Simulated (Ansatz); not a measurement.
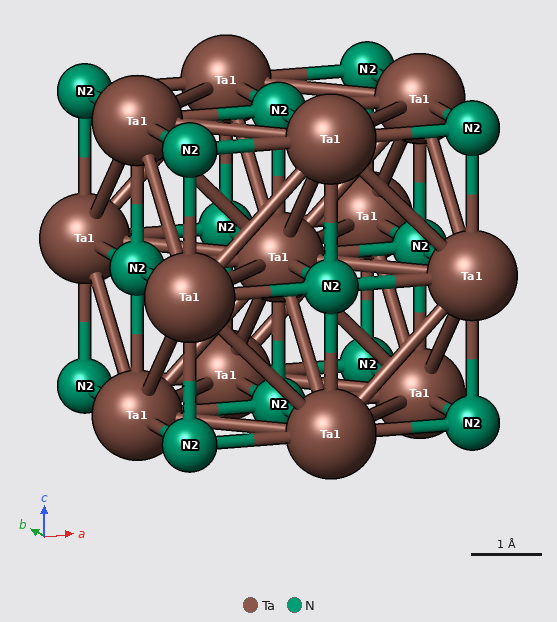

**Figure 1.** The structure (ball-and-stick view of the cell 4 times as large as that of the calculation, set on its symmetry axes, seen slightly off an axis; atoms are numbered from 1 in the order of the input). Near neighbours in the crystal (not all of them lie inside the picture): Ta has 6 N at 2.18 Å and 12 Ta at 3.08 Å; N has 6 Ta at 2.18 Å.

# Single-point calculation, with input and output: TaN (part 1 of 3)

System: TaN (Fm-3m, 2 atoms in the cell).
Method: DFT r2SCAN, scalar-relativistic, plane waves, PAW, spin-polarised (Ansatz 0.2.0).

The structure derives from an entry of the Crystallography Open Database. It belongs to a series of runs on one base structure; here: random orbitals: harmonics, high filling. Figures and captions count atoms from 1; the log counts them from 0 in places.

Input file:
```yaml
crystal:
  lattice:
    - [0.0, 2.17900131, 2.17900131]
    - [2.17900131, 0.0, 2.17900131]
    - [2.17900131, 2.17900131, 0.0]
  atoms:
    - { symbol: Ta, position: [0.5, 0.5, 0.5], spin: 2.0 }
    - { symbol: "N", position: [0.0, 0.0, 0.0] }
basis:
  ecutwfc: 500
  ecutrho_ratio: 4
kpoints:
  mp_grid: { grid: [7, 7, 7] }
hamiltonian:
  xc: r2scan
  hubbard:
    sites:
      - { site: 0, l: d, u_eff: 0.0, starting_ns: [{ spin: up, occupation_matrix: s0up }, { spin: down, occupation_matrix: s0down }] }
    occupation_matrices:
      s0up:
        matrix:
          - [0.02, 0.0, 0.0, 0.0, 0.0]
          - [0.0, 0.02, 0.0, 0.0, 0.0]
          - [0.0, 0.0, 0.97, 0.0, 0.0]
          - [0.0, 0.0, 0.0, 0.97, 0.0]
          - [0.0, 0.0, 0.0, 0.0, 0.02]
      s0down:
        matrix:
          - [0.02, 0.0, 0.0, 0.0, 0.0]
          - [0.0, 0.02, 0.0, 0.0, 0.0]
          - [0.0, 0.0, 0.02, 0.0, 0.0]
          - [0.0, 0.0, 0.0, 0.02, 0.0]
          - [0.0, 0.0, 0.0, 0.0, 0.02]
    ns_hold: { iters: 12 }
scf:
  occupations: { method: gaussian, width: 0.05 }
  lower_state_search: "off"
  max_iter: 150
output:
  forces: true
  stress: true
  eigenvalues: true
  populations: true
  hubbard: { sites: [{ site: 0, l: d }] }
  write_density: true
  write_potential: true
  elf: true
  volumetric_format: npy
magnetization:
  spin_polarized: true
```

Run as:
```bash
ansatz run input.yaml --threads 2 --pin off --max-ram 3072MiB --backend cpu --events-out ev --progress --plain --runs-dir out
```

Log:
```
Warning: crystal.symmetry: narrowed to the stabiliser of the occupation matrices — unitary ops 48 → 8; lowered by the specified shell (site 0, l: d); largest admitted image defect 4.4e-16, smallest excluded 7.1e-1 — at a splitting's scale: the group the occupation matrices' own texture admits
Ta: projections on atomic orbitals take those of the free atom [Kr 4d10 4f14] 5s2 5p6 5d3 6s2, of charge +0.00 (hamiltonian.pseudopotentials.projection_atoms); the dataset's partial waves leave at most 6.0e-5 of an orbital's norm unspanned inside its sphere
N: projections on atomic orbitals take those of the free atom [He] 2s2 2p3, of charge +0.00 (hamiltonian.pseudopotentials.projection_atoms); the dataset's partial waves leave at most 9.3e-9 of an orbital's norm unspanned inside its sphere
Engine: ansatz 0.2.0, aarch64-unknown-linux-gnu
Pseudopotentials: kind: paw
Pseudopotential: Ta, paw, valence charge 13, recommended cutoff 500 eV (meta_gga), Ta.paw.azcp
Pseudopotential: N, paw, valence charge 5, recommended cutoff 500 eV (meta_gga), N.paw.azcp
Functional definition: r2SCAN
  parameter k0 = 0.174
  parameter k1 = 0.065
  parameter a1 = 4.9479
  exchange = r2scan_x(k0 = k0, k1 = k1, a1 = a1)
  correlation = r2scan_c
Crystal: 2 atoms, lattice volume = 20.692 Å³
Basis set: ecut = 500 eV, 531 PW (Γ), exchange–correlation on 96×96×96 points (64 copies of the dense FFT grid, shifted against one another)
Bands: 14, of which v1, the nominal top of the filled ones, is band 9 counted from 1 (8 counted from 0)
Symmetry: 8 space group operations
k-points: 64 of 343
Non-local potential: Ta, projectors of the file, l = 0: 3, l = 1: 2, l = 2: 2, l = 3: 1
Non-local potential: N, projectors of the file, l = 0: 2, l = 1: 2, l = 2: 1
PAW form: soft (Blöchl's): semilocal exchange-correlation on the pseudo side does not see the compensation charge
PAW frozen core: Ta, regenerated for the run's functional (the file was generated under x = pbe(κ = 0.804, μ = 0.2195149727645171), c = pbe(β = 0.06672455060314922))
PAW frozen core: N, regenerated for the run's functional (the file was generated under x = pbe(κ = 0.804, μ = 0.2195149727645171), c = pbe(β = 0.06672455060314922))
PAW one-centre angular grid: Ta, 590 points (default); XC on 160 Gauss nodes
PAW one-centre angular grid: N, 302 points (default); XC on 160 Gauss nodes
Initial density: superposition of atomic densities (chi_scale 0.1, normalization cell, long waves kept (reshape's long-wave potential 0.00 eV rms))
Starting moments: Σ|m| = 2 μB on 1 of 2 sites
Initial wavefunctions: pseudopotential atomic-orbital guess
Functional: x = r2scan, c = r2scan; τ floored in thin density (d = 2e-4 eV/Å³)
```
